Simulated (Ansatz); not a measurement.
Consider Lu.

Input file:

```
crystal:
  lattice:
    - [1.7969244745, 1.0374548291, 8.7590488471]
    - [-1.7969244745, 1.0374548291, 8.7590488471]
    - [0.0, -2.0749096581, 8.7590488471]
  atoms:
    - { symbol: Lu, position: [0.0, 0.0, 0.0], spin: 1.0 }
    - { symbol: Lu, position: [0.77830861, 0.77830861, 0.77830861], spin: 1.0 }
    - { symbol: Lu, position: [0.22169139, 0.22169139, 0.22169139], spin: 1.0 }
magnetization:
  spin_polarized: true
kpoints:
  mp_grid: { grid: [10, 10, 10] }
scf:
  occupations: { method: fermi_dirac, width: 0.05 }
  lower_state_search: "off"
hamiltonian:
  xc: pbe
  pseudopotentials: { kind: paw }
output:
  forces: true
  stress: true
  eigenvalues: true
  populations: true
  write_density: true
  write_potential: true
  elf: true
  volumetric_format: npy
```

Command:

```sh
ansatz run input.yaml --threads 2 --pin off --max-ram 6144MiB --backend cpu --events-out ev --progress --plain --runs-dir out
```

Below, planes, directions and counts refer to the conventional cell (a = 3.59 Å, b = 3.59 Å, c = 26.28 Å, α = 90.00°, β = 90.00°, γ = 120.00°).

Space group R-3m; a structure from a database of computed crystals, not necessarily the ambient phase; computed pressure about −4 GPa in this cell; spin-polarised.

Level of theory: DFT, PBE, PAW with Ansatz's default frozen-core files, scalar-relativistic in Ansatz 0.2.0.

Q: Predict the valence pseudo-density and electron localisation function between the atoms.

A: Lu–Lu (3.56 Å): ρ at the midpoint is about 0.1 e/Å³; the ELF is about 0.25 at the midpoint; no shared electron pair shows on this line.
The ELF has a maximum of about 0.70 in the space between the atoms, on no atom or two-centre bond.

Q: Does the calculation give a band gap?

A: It is metallic or semimetallic at this level of theory: no gap opens.

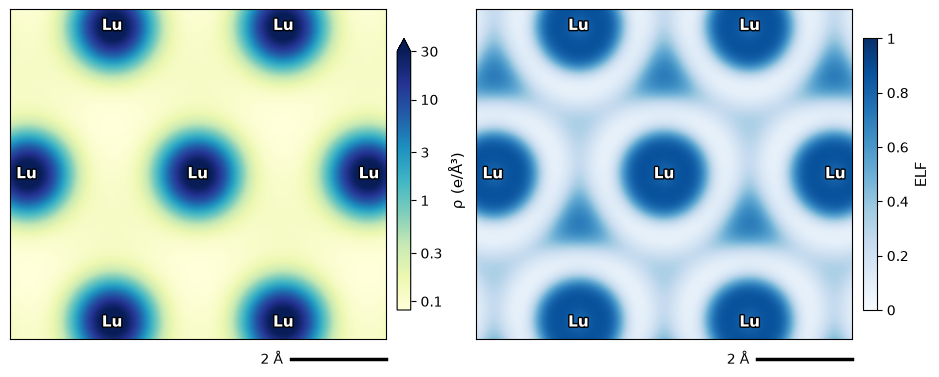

Computed valence pseudo-density and electron localisation function on the (001) plane of the conventional cell, in this order. 

Core electrons are frozen (PAW), and the valence fields are smoothed inside the atomic spheres.
